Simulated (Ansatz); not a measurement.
The coordinates of a crystal:

```
Ta
1.0
     2.90037    0.00000    0.00000
     0.00000    5.16627    0.00000
    -1.45019    0.00000    2.51180
Ta
2
Direct
  0.68218 0.25000 0.33333
  0.31782 0.75000 0.66667
```

Work out the structure from the coordinates.

Answer. The element is tantalum. Space group: P2_1/m (No. 11). Lattice: primitive monoclinic. The cell holds two atoms. Ta bonds to twelve Ta in a distorted anticuboctahedral arrangement at 2.90 to 3.12 Å. The bonds build a three-dimensional framework.

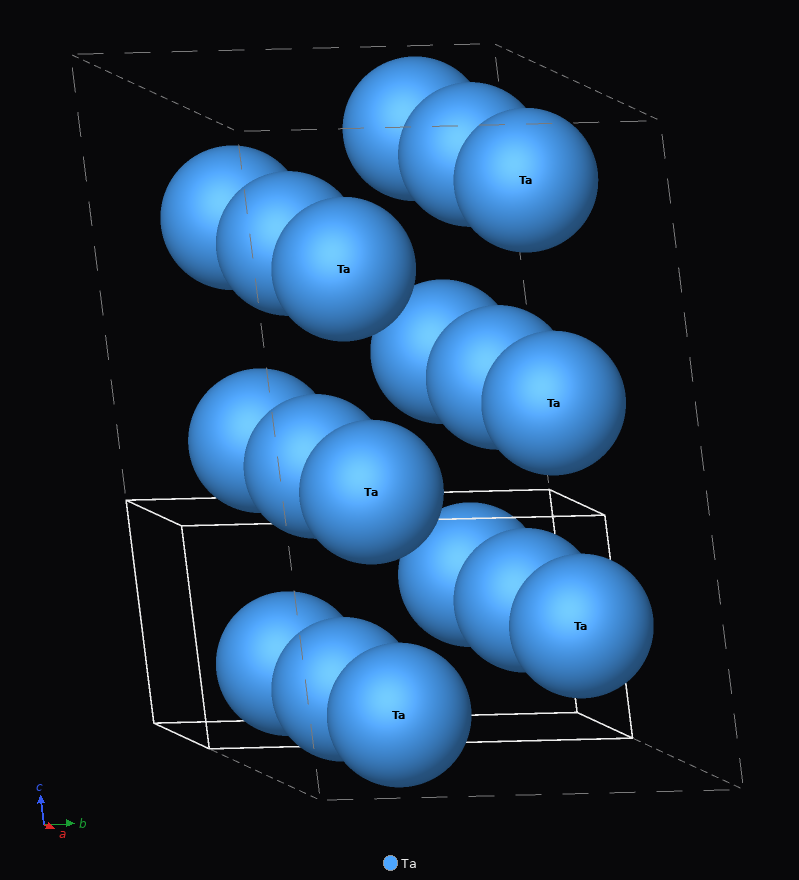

A spheres-only rendering, viewed slightly off an axis. Solid lines give the conventional unit cell, repeated here 3×1×3 times. Colours: tantalum blue.

It goes back to a structure listed in the Materials Project. The cell was then strained or its atoms displaced on purpose. Ansatz was used for an electronic-structure calculation on it.
